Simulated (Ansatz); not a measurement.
Rb: several calculations on one system

**1. Relaxation**

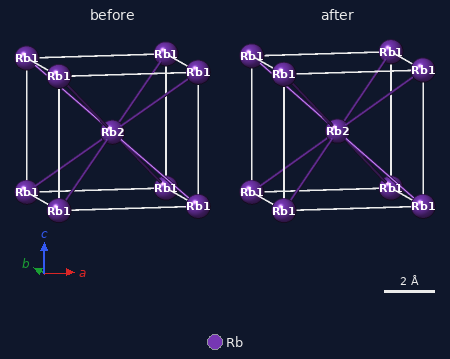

The structure of a crystal of Rb (set up in I4/mmm) before (left) and after (right) a relaxation, at one scale.

The picture is a ball-and-stick view of the cell of the calculation, seen slightly off an axis.

Case: biaxial strain in the a-b plane of -1.5 %; c and atoms relaxed.

Method: Ansatz, DFT r2SCAN, scalar-relativistic, plane waves, PAW.

The input:
```yaml
crystal:
  lattice:
    - [5.8203883672, 0.0, 0.0]
    - [0.0, 5.8203883672, 0.0]
    - [0.0, 0.0, 5.5108456045]
  atoms:
    - { symbol: Rb, position: [0.0, 0.0, 0.0] }
    - { symbol: Rb, position: [0.5, 0.5, 0.5] }
basis:
  ecutwfc: 500
kpoints:
  mp_grid: { grid: [8, 8, 8] }
hamiltonian:
  xc: r2scan
scf:
  occupations: { method: gaussian, width: 0.1 }
output:
  forces: true
  stress: true
  eigenvalues: true
relax:
  adjacent_minimum: "off"
  f_tol: 0.008
  max_steps: 40
  cell: { stress_tol: 0.05, fix: [a, b, gamma] }
```

Question: Summarise the run.

Answer: No atom moves by more than 0.005 Å relative to the cell. Cell: a = b unchanged at 5.820 Å, c 5.511 → 5.599 Å (+1.6 %). Volume +1.6 %. Near-neighbour distances that change, for instance: Rb1–Rb2 4.953 → 4.977 Å. The space group stays I4/mmm (No. 139). Over 2 accepted moves (3 points after the start) the energy falls by 0.3 meV per atom. All forces vanish by symmetry, so only the cell relaxes. The pressure goes from 0.04 to 0.00 GPa. At 1 point the geometry stayed and the basis and grid were re-selected for the new cell (energy shift of 0.1 meV per atom at most each time).

**2. Relaxation**

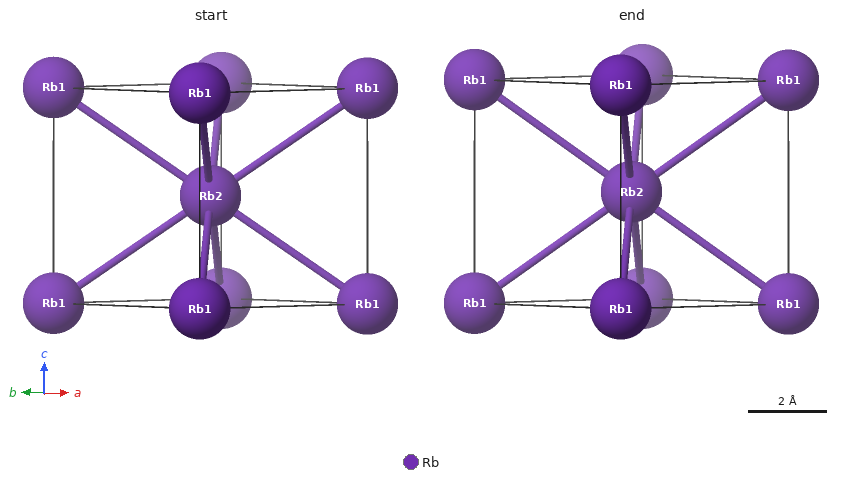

The structure of a crystal of Rb (set up in I4/mmm) before (left) and after (right) a relaxation, at one scale.

The picture is a ball-and-stick view of the cell of the calculation, seen from a free direction.

Case: biaxial strain in the a-b plane of -3.0 %; c and atoms relaxed.

The calculation used Ansatz, DFT r2SCAN, scalar-relativistic, plane waves, PAW. (plane-wave cutoff 500 eV; k-point mesh 8 × 8 × 8; occupations gaussian; smearing width 0.1 eV; no spin polarisation; cell relaxed at fixed a, b, gamma; force threshold 0.008 eV/Å; at most 40 steps)

### Describe what moved and what it gained.

After 3 accepted moves (4 points after the start) the energy has fallen by 1.1 meV per atom. All forces vanish by symmetry, so only the cell relaxes. Pressure: 0.10 GPa at the start and 0.00 GPa at the end. The SCF was repeated once at an unchanged geometry on a basis and grid sized afresh for the cell, which shifted the energy by 0.2 meV per atom at most. The atoms keep their places relative to the cell (all moves are under 0.005 Å). The drawn cell changes as follows: a = b unchanged at 5.732 Å, c 5.560 → 5.764 Å (+3.7 %); the volume changes by +3.7 %. Among the contacts that change: Rb1–Rb2 4.915 → 4.973 Å. The space group stays I4/mmm (No. 139).

**3. Series**

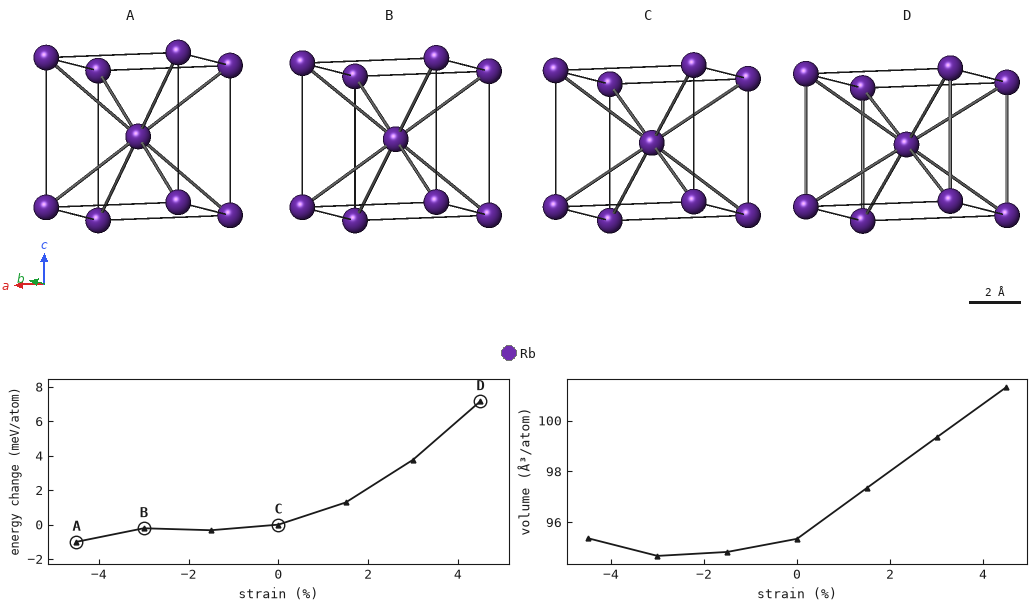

Members of a series of calculations on solid Rb (set up in I4/mmm), marked on the first curve. Style: ball-and-stick. Shown: the cell of the calculation, from a free direction.

Level of theory: DFT r2SCAN, scalar-relativistic, plane waves, PAW (Ansatz). (plane-wave cutoff 500 eV; k-point mesh 8 × 8 × 8; occupations gaussian; smearing width 0.1 eV; no spin polarisation)

Which kind of strain is it, and how does the structure respond?

Answer. Biaxial strain in the a–b plane, c and atoms relaxed. A (strain −4.5 %): energy change −1.0 meV/atom, volume 95.38 Å³ per atom. B (strain −3.0 %): energy change −0.2 meV/atom, volume 94.68 Å³ per atom. C (strain 0.0 %): energy change 0.0 meV/atom, volume 95.35 Å³ per atom. D (strain 4.5 %): energy change 7.2 meV/atom, volume 101.32 Å³ per atom. The rest compares A with D. The drawn cell changes as follows: a = b 5.643 → 6.175 Å (+9.4 %), c 5.990 → 5.314 Å (−11.3 %); the volume changes by +6.2 %. Some distances before and after: Rb–Rb 5.990 → 5.314 Å, Rb–Rb 4.989 → 5.111 Å.
